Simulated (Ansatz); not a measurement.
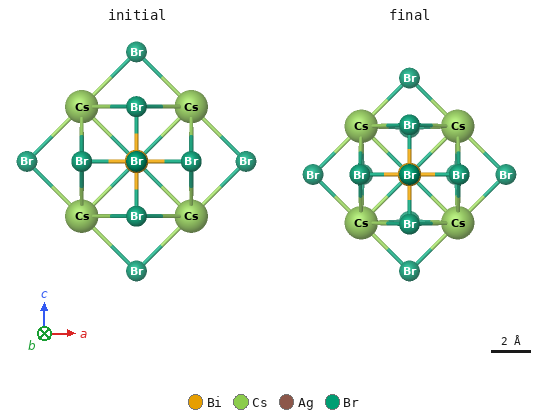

The structure of a crystal of Cs$_{2}$AgBiBr$_{6}$ (set up in Fm-3m) before (left) and after (right) a relaxation, at one scale.

The picture is a ball-and-stick view of the atoms within 5.8 Å of the atom that moves most (axes of the conventional cell (4 times the calculation's cell)), seen along the b axis. Lengths and directions refer to the drawn axes.

The run lets cell and atoms move.

All numbers below come from Kohn-Sham DFT of a periodic cell, PBE, Ansatz PAW (Ansatz 0.2.0).

The input:
```yaml
crystal:
  lattice:
    - [0.0, 5.6161, 5.6161]
    - [5.6161, 0.0, 5.6161]
    - [5.6161, 5.6161, 0.0]
  atoms:
    - { symbol: Bi, position: [0.0, 0.0, 0.0] }
    - { symbol: Cs, position: [0.75, 0.75, 0.75] }
    - { symbol: Cs, position: [0.25, 0.25, 0.25] }
    - { symbol: Ag, position: [0.5, 0.5, 0.5] }
    - { symbol: Br, position: [0.74945, 0.74945, 0.25055] }
    - { symbol: Br, position: [0.25055, 0.25055, 0.74945] }
    - { symbol: Br, position: [0.74945, 0.25055, 0.25055] }
    - { symbol: Br, position: [0.74945, 0.25055, 0.74945] }
    - { symbol: Br, position: [0.25055, 0.74945, 0.74945] }
    - { symbol: Br, position: [0.25055, 0.74945, 0.25055] }
hamiltonian:
  xc: pbe
  pseudopotentials: { kind: paw }
kpoints:
  mp_grid: { grid: [3, 3, 3] }
scf:
  occupations: { method: fermi_dirac, width: 0.05 }
output:
  forces: true
  stress: true
  eigenvalues: true
  write_density: true
  write_potential: true
  elf: true
  volumetric_format: npy
relax:
  f_tol: 0.01
  max_steps: 40
  cell: { stress_tol: 0.05, p_target: 30.0 }
```

Run as
```bash
ansatz run input.yaml --threads 4 --pin off --max-ram 11264MiB --backend cpu --events-out ev --progress --plain --runs-dir out
```

### Summarise the run.

The largest moves relative to the cell, 0.067 Å, are those of Br atoms. Cs and Bi and Ag stay in place. The volume changes by −31.7 %, with a = b = c 11.232 → 9.892 Å (−11.9 %). Among the contacts that change: Br–Cs 3.971 → 3.498 Å, Ag–Br 2.802 → 2.400 Å, Bi–Br 2.814 → 2.546 Å. Bond angles that change, for instance: Cs–Br–Cs 179.8° → 177.6°. The space group stays Fm-3m (No. 225). The energy rises by 7.995 eV per cell of the calculation in 5 accepted moves (6 points after the start). With the target pressure of 30 GPa, the enthalpy E + pV changes by −13.027 eV per cell of the calculation. Largest force component: 0.29 eV/Å at the start, 0.0079 eV/Å at the end. The pressure goes from 1.86 to 29.96 GPa. At 1 point the geometry stayed and the basis and grid were re-selected for the new cell (energy shift of 11.1 meV per cell of the calculation at most each time).
